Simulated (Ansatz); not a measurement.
# WS2: geometry relaxation (part 2 of 2)

The same run, continued: WS2 (P6₃/mmc, 6 atoms in the cell); DFT, PBEsol, plane waves, PAW, no spin polarisation (Ansatz 0.2.0); cutoff 420 eV, 9×9×2 k-mesh, Fermi–Dirac smearing of 0.03 eV. The structure derives from a Materials Project entry.

Output, continued:
```
  k-point 0: bands = ["-63.2560", "-63.2560", "-27.5705", "-27.5704", "-27.3728", "-27.3728", "-27.3727", "-27.3727", "-4.3944", "-4.2386", "-2.7793", "-2.4723", "3.6576", "4.4724", "7.5016", "7.7294", "7.7294", "7.7376", "7.7376", "9.0006", "9.0006", "9.0331", "9.0331", "9.4696", "9.9870", "11.1128", "13.5650", "13.5650", "13.5717", "13.5717", "13.6792", "13.6792"]
  k-point 1: bands = ["-63.2560", "-63.2560", "-27.5705", "-27.5705", "-27.3728", "-27.3728", "-27.3728", "-27.3728", "-4.3223", "-4.3223", "-2.6221", "-2.6221", "4.0198", "4.0198", "7.7335", "7.7335", "7.7335", "7.7335", "8.3011", "8.3011", "9.0168", "9.0168", "9.0168", "9.0168", "10.7839", "10.7839", "13.5636", "13.5636", "13.5636", "13.5636", "13.7455", "13.7455"]
  k-point 2: bands = ["-63.2537", "-63.2537", "-27.5622", "-27.5621", "-27.4185", "-27.4185", "-27.3833", "-27.3833", "-4.1814", "-4.0256", "-2.6923", "-2.4020", "3.9086", "4.7218", "7.1820", "7.2040", "7.2239", "7.9347", "7.9498", "8.2044", "8.6785", "8.7165", "9.0294", "9.7751", "10.0000", "10.7789", "13.1910", "13.3976", "13.4818", "13.5052", "13.5053", "13.6315"]
  k-point 23: bands = ["-63.2335", "-63.2335", "-27.6572", "-27.6572", "-27.6193", "-27.6193", "-27.4900", "-27.4900", "-1.7057", "-1.7057", "-1.6432", "-1.6432", "4.6508", "4.6508", "5.0930", "5.0930", "5.9800", "5.9800", "6.5574", "6.5574", "7.3670", "7.3670", "8.1502", "8.1502", "10.5705", "10.5705", "12.5236", "12.5236", "13.7997", "13.7997", "14.6943", "14.6943"]
--- Relaxed structure (5 steps of the walk, 4 accepted, 1 SCFs on fresh bases) ---
  F+E_penalty+E_count = -24058.15953436 eV   max|allowed force component| = 3.072e-3 eV/Å   (the final SCF, on the basis selected at the relaxed cell)
  cell:  # Å, volume = 108.8967 Å³
    - [3.146073051705709, 0.0, 0.0]
    - [-1.5730365258528545, 2.724579184938778, 0.0]
    - [0.0, 0.0, 12.70417680118747]
  atoms:
    - { symbol: W, position: [0.3333333333333333, 0.6666666666666666, 0.25] }
    - { symbol: W, position: [0.6666666666666666, 0.3333333333333333, 0.75] }
    - { symbol: S, position: [0.3333333333333333, 0.6666666666666666, 0.626593028333356] }
    - { symbol: S, position: [0.6666666666666666, 0.3333333333333333, 0.12659302833335587] }
    - { symbol: S, position: [0.3333333333333333, 0.6666666666666666, 0.873406971666644] }
    - { symbol: S, position: [0.6666666666666666, 0.3333333333333333, 0.37340697166664416] }
```

File rho_z.tsv:
```
# z_ang	rho[e/angstrom^3]
# format = ansatz-planar-average/11
# lattice	3.146073052	0.000000000	0.000000000
# lattice	-1.573036526	2.724579185	0.000000000
# lattice	0.000000000	0.000000000	12.704176801
# sites	6
# site	74	-0.000000000	1.816386123	3.176044200
# site	74	1.573036526	0.908193062	9.528132601
# site	16	0.000000000	1.816386123	7.960348614
# site	16	1.573036526	0.908193062	1.608260214
# site	16	0.000000000	1.816386123	11.095916587
# site	16	1.573036526	0.908193062	4.743828187
0.000000	3.730834e-2
0.141158	4.099451e-2
0.282315	5.274261e-2
0.423473	7.443873e-2
0.564630	1.090488e-1
0.705788	1.594238e-1
0.846945	2.250259e-1
0.988103	2.974004e-1
1.129260	3.612211e-1
1.270418	4.037016e-1
1.411575	4.262069e-1
1.552733	4.433377e-1
1.693890	4.677719e-1
1.835048	4.966835e-1
1.976205	5.163649e-1
2.117363	5.197835e-1
2.258520	5.234961e-1
2.399678	5.677743e-1
2.540835	6.857585e-1
2.681993	8.683013e-1
2.823150	1.056859e0
2.964308	1.186971e0
3.105465	1.242165e0
3.246623	1.242165e0
3.387780	1.186971e0
3.528938	1.056859e0
3.670096	8.683013e-1
3.811253	6.857585e-1
3.952411	5.677743e-1
4.093568	5.234961e-1
4.234726	5.197835e-1
4.375883	5.163649e-1
4.517041	4.966835e-1
4.658198	4.677719e-1
4.799356	4.433377e-1
4.940513	4.262069e-1
5.081671	4.037016e-1
5.222828	3.612211e-1
5.363986	2.974004e-1
5.505143	2.250259e-1
5.646301	1.594238e-1
5.787458	1.090488e-1
5.928616	7.443873e-2
6.069773	5.274261e-2
6.210931	4.099451e-2
6.352088	3.730834e-2
6.493246	4.099451e-2
6.634403	5.274261e-2
6.775561	7.443873e-2
6.916718	1.090488e-1
7.057876	1.594238e-1
7.199034	2.250259e-1
7.340191	2.974004e-1
7.481349	3.612211e-1
7.622506	4.037016e-1
7.763664	4.262069e-1
7.904821	4.433377e-1
8.045979	4.677719e-1
8.187136	4.966835e-1
8.328294	5.163649e-1
8.469451	5.197835e-1
8.610609	5.234961e-1
8.751766	5.677743e-1
8.892924	6.857585e-1
9.034081	8.683013e-1
9.175239	1.056859e0
9.316396	1.186971e0
9.457554	1.242165e0
9.598711	1.242165e0
9.739869	1.186971e0
9.881026	1.056859e0
10.022184	8.683013e-1
10.163341	6.857585e-1
10.304499	5.677743e-1
10.445656	5.234961e-1
10.586814	5.197835e-1
10.727972	5.163649e-1
10.869129	4.966835e-1
11.010287	4.677719e-1
11.151444	4.433377e-1
11.292602	4.262069e-1
11.433759	4.037016e-1
11.574917	3.612211e-1
11.716074	2.974004e-1
11.857232	2.250259e-1
11.998389	1.594238e-1
12.139547	1.090488e-1
12.280704	7.443873e-2
12.421862	5.274261e-2
12.563019	4.099451e-2
```

File v_z.tsv:
```
# z_ang	v_es[eV]	v_tot[eV]
# format = ansatz-planar-average/11
# xc	pbesol
# density_cutoff_ev	1680
# datasets	W=:simpson_from_first_knot:soft:shift=-887417	S=:simpson_from_first_knot:soft:shift=-322627
# lattice	3.146073052	0.000000000	0.000000000
# lattice	-1.573036526	2.724579185	0.000000000
# lattice	0.000000000	0.000000000	12.704176801
# sites	6
# site	74	-0.000000000	1.816386123	3.176044200
# site	74	1.573036526	0.908193062	9.528132601
# site	16	0.000000000	1.816386123	7.960348614
# site	16	1.573036526	0.908193062	1.608260214
# site	16	0.000000000	1.816386123	11.095916587
# site	16	1.573036526	0.908193062	4.743828187
0.000000	1.578121e1	1.040921e1
0.141158	1.571420e1	1.020465e1
0.282315	1.549431e1	9.599423e0
0.423473	1.508385e1	8.635786e0
0.564630	1.439785e1	7.213865e0
0.705788	1.329592e1	5.225591e0
0.846945	1.147986e1	2.492346e0
0.988103	8.961057e0	-8.960890e-1
1.129260	6.370846e0	-4.287698e0
1.270418	4.410385e0	-7.039452e0
1.411575	3.232668e0	-8.941576e0
1.552733	2.608554e0	-1.008594e1
1.693890	2.326229e0	-1.060130e1
1.835048	2.321567e0	-1.057179e1
1.976205	2.654212e0	-1.005457e1
2.117363	3.348752e0	-9.216732e0
2.258520	3.829421e0	-8.752852e0
2.399678	3.167511e0	-9.614157e0
2.540835	1.155204e0	-1.204965e1
2.681993	-1.541590e0	-1.535338e1
2.823150	-4.132999e0	-1.858209e1
2.964308	-6.118245e0	-2.107110e1
3.105465	-7.183861e0	-2.240892e1
3.246623	-7.183861e0	-2.240892e1
3.387780	-6.118245e0	-2.107110e1
3.528938	-4.132999e0	-1.858209e1
3.670096	-1.541590e0	-1.535338e1
3.811253	1.155204e0	-1.204965e1
3.952411	3.167511e0	-9.614157e0
4.093568	3.829421e0	-8.752852e0
4.234726	3.348752e0	-9.216732e0
4.375883	2.654212e0	-1.005457e1
4.517041	2.321567e0	-1.057179e1
4.658198	2.326229e0	-1.060130e1
4.799356	2.608554e0	-1.008594e1
4.940513	3.232668e0	-8.941576e0
5.081671	4.410385e0	-7.039452e0
5.222828	6.370846e0	-4.287698e0
5.363986	8.961057e0	-8.960890e-1
5.505143	1.147986e1	2.492346e0
5.646301	1.329592e1	5.225591e0
5.787458	1.439785e1	7.213865e0
5.928616	1.508385e1	8.635786e0
6.069773	1.549431e1	9.599423e0
6.210931	1.571420e1	1.020465e1
6.352088	1.578121e1	1.040921e1
6.493246	1.571420e1	1.020465e1
6.634403	1.549431e1	9.599423e0
6.775561	1.508385e1	8.635786e0
6.916718	1.439785e1	7.213865e0
7.057876	1.329592e1	5.225591e0
7.199034	1.147986e1	2.492346e0
7.340191	8.961057e0	-8.960890e-1
7.481349	6.370846e0	-4.287698e0
7.622506	4.410385e0	-7.039452e0
7.763664	3.232668e0	-8.941576e0
7.904821	2.608554e0	-1.008594e1
8.045979	2.326229e0	-1.060130e1
8.187136	2.321567e0	-1.057179e1
8.328294	2.654212e0	-1.005457e1
8.469451	3.348752e0	-9.216732e0
8.610609	3.829421e0	-8.752852e0
8.751766	3.167511e0	-9.614157e0
8.892924	1.155204e0	-1.204965e1
9.034081	-1.541590e0	-1.535338e1
9.175239	-4.132999e0	-1.858209e1
9.316396	-6.118245e0	-2.107110e1
9.457554	-7.183861e0	-2.240892e1
9.598711	-7.183861e0	-2.240892e1
9.739869	-6.118245e0	-2.107110e1
9.881026	-4.132999e0	-1.858209e1
10.022184	-1.541590e0	-1.535338e1
10.163341	1.155204e0	-1.204965e1
10.304499	3.167511e0	-9.614157e0
10.445656	3.829421e0	-8.752852e0
10.586814	3.348752e0	-9.216732e0
10.727972	2.654212e0	-1.005457e1
10.869129	2.321567e0	-1.057179e1
11.010287	2.326229e0	-1.060130e1
11.151444	2.608554e0	-1.008594e1
11.292602	3.232668e0	-8.941576e0
11.433759	4.410385e0	-7.039452e0
11.574917	6.370846e0	-4.287698e0
11.716074	8.961057e0	-8.960890e-1
11.857232	1.147986e1	2.492346e0
11.998389	1.329592e1	5.225591e0
12.139547	1.439785e1	7.213865e0
12.280704	1.508385e1	8.635786e0
12.421862	1.549431e1	9.599423e0
12.563019	1.571420e1	1.020465e1
```

Trajectory as extended XYZ (Å, eV, eV/Å), 6 frames, from step=1 to step=6:
```
6
Lattice="3.1842 0.0000 0.0000 -1.5921 2.7576 0.0000 0.0000 0.0000 12.9783" Properties=species:S:1:pos:R:3:forces:R:3 step=1 energy=-24058.12624 pressure_GPa=-2.92
W     0.0000    1.8384    3.2446    0.0000   0.0000   0.0000
W     1.5921    0.9192    9.7337    0.0000   0.0000   0.0000
S     0.0000    1.8384    8.1738    0.0000   0.0000   0.1115
S     1.5921    0.9192    1.6846    0.0000   0.0000   0.1115
S     0.0000    1.8384   11.2936    0.0000   0.0000  -0.1115
S     1.5921    0.9192    4.8045    0.0000   0.0000  -0.1115
6
Lattice="3.0827 0.0000 0.0000 -1.5414 2.6697 0.0000 0.0000 0.0000 12.8692" Properties=species:S:1:pos:R:3:forces:R:3 step=2 energy=-24058.07020 pressure_GPa=2.78 accepted=F
W     0.0000    1.7798    3.2173    0.0000   0.0000   0.0000
W     1.5414    0.8899    9.6519    0.0000   0.0000   0.0000
S     0.0000    1.7798    8.0480    0.0000   0.0000   0.2515
S     1.5414    0.8899    1.6134    0.0000   0.0000   0.2515
S     0.0000    1.7798   11.2558    0.0000   0.0000  -0.2515
S     1.5414    0.8899    4.8212    0.0000   0.0000  -0.2515
6
Lattice="3.1482 0.0000 0.0000 -1.5741 2.7264 0.0000 0.0000 0.0000 12.8535" Properties=species:S:1:pos:R:3:forces:R:3 step=3 energy=-24058.15862 pressure_GPa=-0.57
W     0.0000    1.8176    3.2134    0.0000   0.0000   0.0000
W     1.5741    0.9088    9.6401    0.0000   0.0000   0.0000
S     0.0000    1.8176    8.0696    0.0000   0.0000   0.0683
S     1.5741    0.9088    1.6429    0.0000   0.0000   0.0683
S     0.0000    1.8176   11.2106    0.0000   0.0000  -0.0683
S     1.5741    0.9088    4.7839    0.0000   0.0000  -0.0683
6
Lattice="3.1449 0.0000 0.0000 -1.5724 2.7235 0.0000 0.0000 0.0000 12.7792" Properties=species:S:1:pos:R:3:forces:R:3 step=4 energy=-24058.15988 pressure_GPa=-0.06
W     0.0000    1.8157    3.1948    0.0000   0.0000   0.0000
W     1.5724    0.9078    9.5844    0.0000   0.0000   0.0000
S     0.0000    1.8157    8.0154    0.0000   0.0000   0.0169
S     1.5724    0.9078    1.6258    0.0000   0.0000   0.0169
S     0.0000    1.8157   11.1535    0.0000   0.0000  -0.0169
S     1.5724    0.9078    4.7639    0.0000   0.0000  -0.0169
6
Lattice="3.1461 0.0000 0.0000 -1.5730 2.7246 0.0000 0.0000 0.0000 12.7042" Properties=species:S:1:pos:R:3:forces:R:3 step=5 energy=-24058.16024 pressure_GPa=-0.02
W     0.0000    1.8164    3.1760    0.0000   0.0000   0.0000
W     1.5730    0.9082    9.5281    0.0000   0.0000   0.0000
S     0.0000    1.8164    7.9603    0.0000   0.0000   0.0032
S     1.5730    0.9082    1.6083    0.0000   0.0000   0.0032
S     0.0000    1.8164   11.0959    0.0000   0.0000  -0.0032
S     1.5730    0.9082    4.7438    0.0000   0.0000  -0.0032
6
Lattice="3.1461 0.0000 0.0000 -1.5730 2.7246 0.0000 0.0000 0.0000 12.7042" Properties=species:S:1:pos:R:3:forces:R:3 step=6 energy=-24058.15953 pressure_GPa=-0.02
W     0.0000    1.8164    3.1760    0.0000   0.0000   0.0000
W     1.5730    0.9082    9.5281    0.0000   0.0000   0.0000
S     0.0000    1.8164    7.9603    0.0000   0.0000   0.0031
S     1.5730    0.9082    1.6083    0.0000   0.0000   0.0031
S     0.0000    1.8164   11.0959    0.0000   0.0000  -0.0031
S     1.5730    0.9082    4.7438    0.0000   0.0000  -0.0031
```

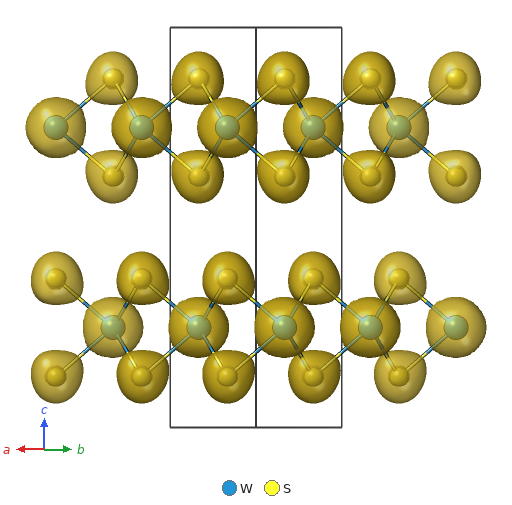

*Isosurface of the valence pseudo-density at 0.8 e/Å³ (yellow), seen along [110]. Sticks mark near contacts. The outline is the cell set on symmetry axes.*

At this value the density breaks into separate islands; it holds about 55 % of the electrons treated as valence (semicore included). It is pinched off along the W–S (2.40 Å) contacts. On the grid the lowest density along these lines, outside the cores, is 0.64 e/Å³ (W–S, 2.40 Å). Core electrons are frozen (PAW), so the fields are smoothed inside the atomic spheres.

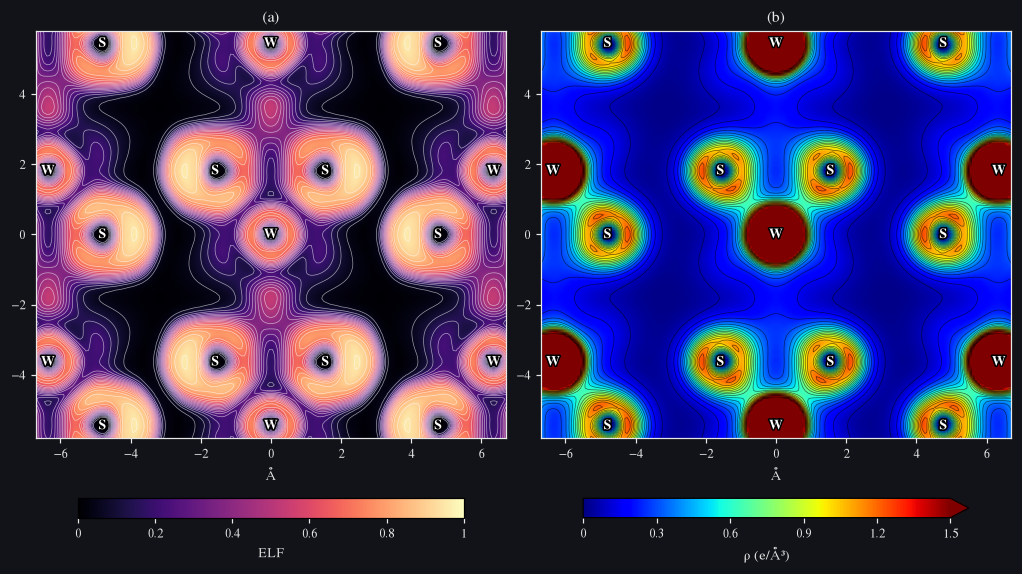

*(a) ELF; (b) valence electron density on the (110) plane of the conventional cell.*

The section cuts through W and S sites. W–S (2.40 Å): ρ is about 0.64 e/Å³ halfway; the ELF is about 0.50 at the midpoint. Away from the nuclei the density in this plane falls to 0.01 e/Å³ at its lowest. The ELF has a maximum of about 0.55 in the space between the atoms. The strong features right at W lie inside the PAW spheres (semicore, d or f shells) and say nothing about bonding.

The run was set up as follows.

The input:
```yaml
crystal:
  lattice:
    - [3.1842228922, 0.0, 0.0]
    - [-1.5921114461, 2.757617916, 0.0]
    - [0.0, 0.0, 12.97828236]
  atoms:
    - { symbol: W, position: [0.33333333, 0.66666667, 0.25] }
    - { symbol: W, position: [0.66666667, 0.33333333, 0.75] }
    - { symbol: S, position: [0.33333333, 0.66666667, 0.62980494] }
    - { symbol: S, position: [0.66666667, 0.33333333, 0.12980494] }
    - { symbol: S, position: [0.33333333, 0.66666667, 0.87019506] }
    - { symbol: S, position: [0.66666667, 0.33333333, 0.37019506] }
kpoints:
  mp_grid: { grid: [9, 9, 2] }
hamiltonian:
  xc: pbesol
scf:
  occupations: { method: fermi_dirac, width: 0.03 }
relax:
  f_tol: 0.01
  cell: {}
  max_steps: 120
output:
  write_density: true
  write_potential: true
  elf: true
  volumetric_format: npy
```

Launched with:
```bash
ansatz run input.yaml --threads 2 --pin off --max-ram 2211MiB --backend cpu --events-out ev --progress --plain --runs-dir out
```

Key numbers:

| quantity | value |
| --- | --- |
| outcome | converged |
| space group (tolerance 0.01 Å) | P6₃/mmc (194) |
| electrons treated | 52 |
| free energy | −24058.1595 eV |
| Fermi energy | 11.679 eV |
| gap on the k-point mesh | 1.21 eV |
| pressure | −0.02 GPa |
| final volume | 108.90 Å³ |
| largest force (length of the vector) at the end | 0.003 eV/Å |
| final cell | a = 3.146 Å, b = 3.146 Å, c = 12.704 Å, α = 90.00°, β = 90.00°, γ = 120.00° |
| hardware | 2 threads of Arm Neoverse V2, 128 GiB of memory available, shared host |
| wall time | 17 s (CPU time 31 s) |
| peak memory | 0.42 GiB |

Notes:

Spin–orbit coupling is left out, which matters for W.
